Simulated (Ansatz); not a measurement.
Consider Mg (slab).

Input file:

```
crystal:
  lattice:
    - [3.1877281272, 0.0, 0.0]
    - [-1.5938640636, 2.7606535385, 0.0]
    - [0.0, 0.0, 22.7085464424]
  atoms:
    - { symbol: Mg, position: [0.6666666667, 0.3333333333, 0.3302721299] }
    - { symbol: Mg, position: [0.3333333333, 0.6666666667, 0.4436248694] }
    - { symbol: Mg, position: [0.6666666667, 0.3333333333, 0.5563751306] }
    - { symbol: Mg, position: [0.3333333333, 0.6666666667, 0.6697278701] }
basis:
  ecutwfc: 500
kpoints:
  mp_grid: { grid: [12, 12, 1] }
hamiltonian:
  xc: r2scan
scf:
  occupations: { method: gaussian, width: 0.1 }
output:
  forces: true
  eigenvalues: true
  write_density: true
  write_potential: true
  elf: true
  volumetric_format: npy
relax:
  adjacent_minimum: "off"
  f_tol: 0.02
  max_steps: 60
efield:
  axis: 3
  dipole_correction: true
  ramp_width: 0.04
```

Command:

```sh
ansatz run input.yaml --threads 1 --pin off --max-ram 3072MiB --backend cpu --events-out ev --progress --plain --runs-dir out
```

The fields are those of the relaxed geometry.

Level of theory: DFT r2SCAN, scalar-relativistic, plane waves, PAW (Ansatz).

> What will maps of the valence pseudo-density and electron localisation function show?

Mg–Mg (3.19 Å): the density is about 0.1 e/Å³ at the midpoint; the ELF peaks at about 0.70 between the atoms.

> Metal or insulator at this level of theory?

It is metallic or semimetallic at this level of theory: no gap opens.

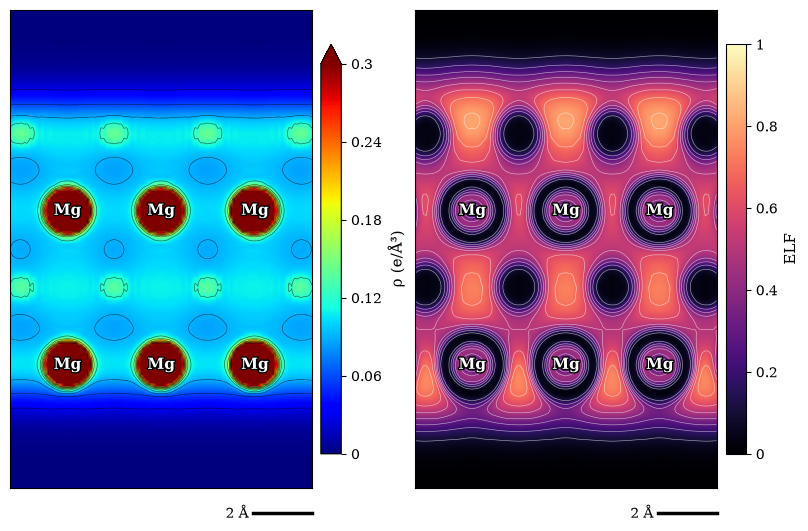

Computed valence pseudo-density and electron localisation function on the (11̄0) plane of the calculation cell, a cut from vacuum to vacuum, in this order. Atoms just off the plane (Mg, 0.9 Å away) can leave unmarked features too.

The density is the valence pseudo-density of a PAW calculation; it isn't the true density close to the nuclei.
